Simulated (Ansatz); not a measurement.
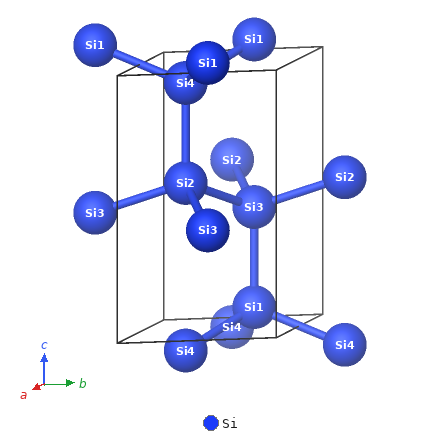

Four computed energy maps of cells of Si. The picture above is the structure of the first map.

Map 1

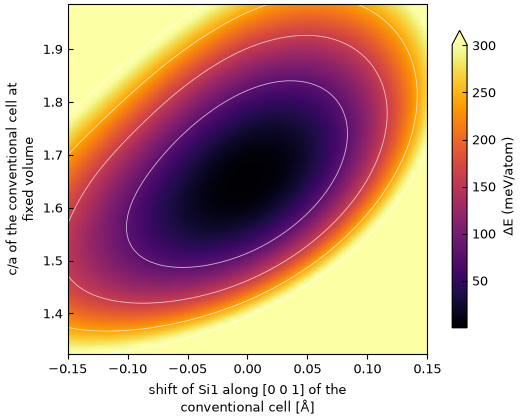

Si (P6_3/mmc, No. 194; 4 atoms in the cell). 
- The energy is mapped over a free internal coordinate and the cell.
- First axis: shift of Si1 along [0 0 1] of the conventional cell, Cartesian (0 0 1), its symmetry partners moved as symmetry demands (measured in the relaxed cell). Second axis: c/a of the conventional cell at fixed volume.
- Nothing is relaxed (all other coordinates fixed).
- Grid: 11 × 11 points.
- Points are written as (first, second).
- All energies are given in meV/atom relative to the lowest grid point.
- The band gap closes in part of the range.
- Theory: DFT LDA, scalar-relativistic, plane waves, PAW in Ansatz 0.2.0. Settings: cutoff 420 eV, k-mesh 12×12×6 in the order of the run's cell vectors, gaussian smearing 0.03 eV, no spin polarisation.

The picture shows a smooth colour map with a few white contour lines, one colour for all values above the top of the scale. Between grid points the surface is interpolated.

Map 2

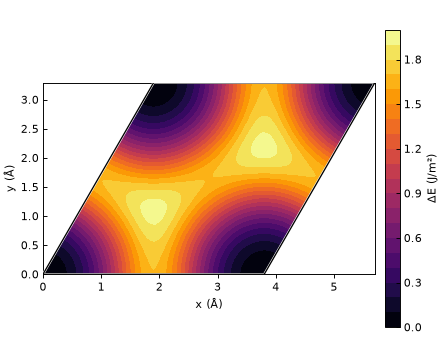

Si (P6_3/mmc, No. 194; 8 atoms in the cell). 
- Gamma surface: rigid slide across a plane, one fault a cell; the plane is (0 0 1) of the conventional cell.
- Places are given modulo a cell vector. The map is drawn in real space over the plane of the slide.
- Nothing is relaxed (rigid halves, spacing across the cut fixed).
- The scan uses a 12 × 12 grid; 19 points were computed and 125 follow by symmetry.
- All energies are given in J/m² relative to the lowest grid point.
- The band gap closes in part of the range.
- Theory: DFT LDA, scalar-relativistic, plane waves, PAW (Ansatz 0.2.0). Settings: cutoff 420 eV, k-mesh 10×10×3 in the order of the run's cell vectors, gaussian smearing 0.03 eV, no spin polarisation.

Drawn: filled contours, the outline of one cell of the plane. Between grid points the surface is interpolated.

Map 3

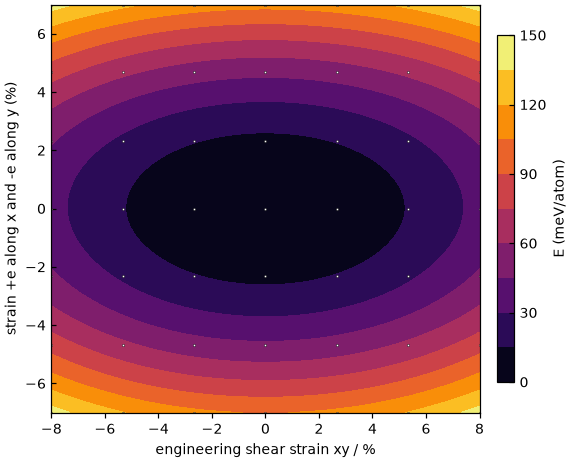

Si (P6_3/mmc, No. 194; 4 atoms in the cell). The energy is mapped over two homogeneous strains (x along [1 0 0], y along [1 2 0], z along [0 0 1] of the conventional cell). The first coordinate is: engineering shear strain xy; the second: strain +e along x and -e along y. Nothing is relaxed (fractional coordinates fixed). Grid: 7 × 7 points; 28 points were computed and 21 follow by symmetry. Points are written as (first, second). Energies: meV/atom, counted from the lowest grid point. The band gap closes in part of the range. Computed with Ansatz, DFT LDA, scalar-relativistic, plane waves, PAW. Settings: cutoff 420 eV, k-mesh 12×12×6 in the order of the run's cell vectors, gaussian smearing 0.03 eV, no spin polarisation.

Drawn: filled contours, dots at the grid points. Between grid points the surface is interpolated.

Map 4

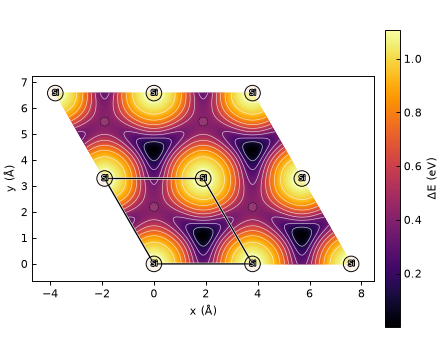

Mg on a Si(001) slab cut from the P6_3/mmc phase, its upper half relaxed before the scan (24 atoms of substrate and one adsorbate in a 2 × 2 cell). Mg is moved over the surface cell; relaxed at each place: the height of the adsorbate's atoms; substrate rigid; the origin of the map has the adsorbate above Si21. Places are given modulo a cell vector. The map is drawn in real space over the plane of the surface. Grid: 6 × 6 points; 10 points were computed and 26 follow by symmetry. Places are given in fractions of the 1 × 1 surface cell. Energies are in eV, from the lowest grid point. The calculation used Ansatz, DFT LDA, scalar-relativistic, plane waves, PAW. Settings: cutoff 420 eV, k-mesh 6×6×1, gaussian smearing 0.05 eV, no spin polarisation.

The picture shows a smooth colour map with a few white contour lines, labelled circles for the atoms of the top layer and small ones for the second layer, the outline of one cell of the 2 × 2 shown. Between grid points the surface is interpolated.

### Summarise the maps one by one.

Map 1: The lowest grid point is at (0.00 Å, 1.654). No other kind of well shows on this grid. The highest grid point, (0.15 Å, 1.323), lies 1851 meV/atom above the lowest. Round the minimum the valley is somewhat tilted: raising the first coordinate shifts the best value of the second coordinate upwards (coupling k₁₂/√(k₁₁k₂₂) about −0.5).
Map 2: The lowest grid point is at (0/12, 0/12) of the cell vectors. No other kind of well shows on this grid. The highest grid point, (4/12, 4/12) of the cell vectors, lies 1.94 J/m² above the lowest. On the interpolated surface the easiest way out of the lowest well to its copy in the next cell or period passes a barrier of about 1.7 J/m².
Map 3: The lowest grid point is at (0.0 %, 0.00 %). No other kind of well shows on this grid. The highest grid point, (−8.0 %, 7.00 %), lies 141 meV/atom above the lowest. Round the minimum the two coordinates are nearly uncoupled.
Map 4: The lowest grid point is at a threefold hollow, (4/6, 2/6) of the cell vectors. The highest grid point, the top site over a surface Si atom, (0/6, 0/6) of the cell vectors, lies 1.11 eV above the lowest. On the interpolated surface the easiest way out of the lowest well to its copy in the next cell or period passes a barrier of about 0.41 eV. At the lowest point the adsorbate has 3 Si at 2.68 Å as nearest neighbours, at the highest 1 Si at 2.57 Å. Its relaxed height above the top atom is 1.54 Å at the lowest and 2.57 Å at the highest point.

### Maps 1, 2, 3 start from a relaxed reference structure. Do they show a way to lower its energy?

No. In each of them the reference is the lowest point, within the accuracy of the grid, so it is stable against the distortions scanned (other distortions weren't tried).

PAW datasets: the set soft_1.
